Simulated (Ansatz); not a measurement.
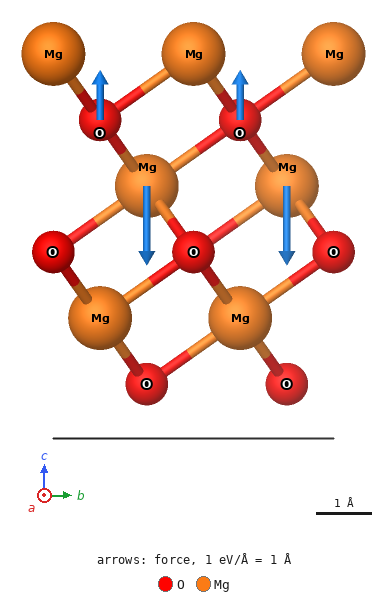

Starting geometry of a slab of composition MgO (cut from the Fm-3m phase) with the computed forces as blue arrows. A ball-and-stick model of the cell of the calculation, outlined in the plane, without the vacuum, seen along the a axis.

Case: clean slab, lower planes held. The slab is the (1 1 1) face of MgO. 12 atoms are held fixed.

Method: DFT PBE+D3(BJ), scalar-relativistic, plane waves, PAW (Ansatz 0.2.0). Set-up: plane-wave cutoff 420 eV; k-point mesh 3 × 3 × 1; occupations gaussian; smearing width 0.05 eV; no spin polarisation; dipole correction; atoms relaxed in a fixed cell; force threshold 0.03 eV/Å; at most 70 steps.

### Is this structure relaxed? If not, where do the atoms go?

It isn't relaxed: the largest force vector, on Mg atoms, is 1.47 eV/Å. The atoms end up moving mostly along the starting forces (cosine between the two patterns 0.97). The largest moves, 0.095 Å, are those of Mg atoms. By element the largest moves are Mg 0.095 Å, O 0.050 Å. The lattice vectors keep their values. Some distances before and after: Mg–O 2.104 → 2.191 Å, Mg–O 2.104 → 2.050 Å. Among the angles between lasting bonds that change: O–Mg–O 180.0° → 174.7°, Mg–O–Mg 180.0° → 175.1°, Mg–O–Mg 90.0° → 85.5°. Over 3 accepted moves (4 points after the start) the energy falls by 0.371 eV per cell of the calculation. The largest force component goes from 1.5 to 0.012 eV/Å. 1 step only repeated the SCF at the same geometry. Cost: 23 s on 4 threads of Intel(R) Xeon(R) 6975P-C (Granite Rapids), on a shared host, peak memory 1.3 GiB.
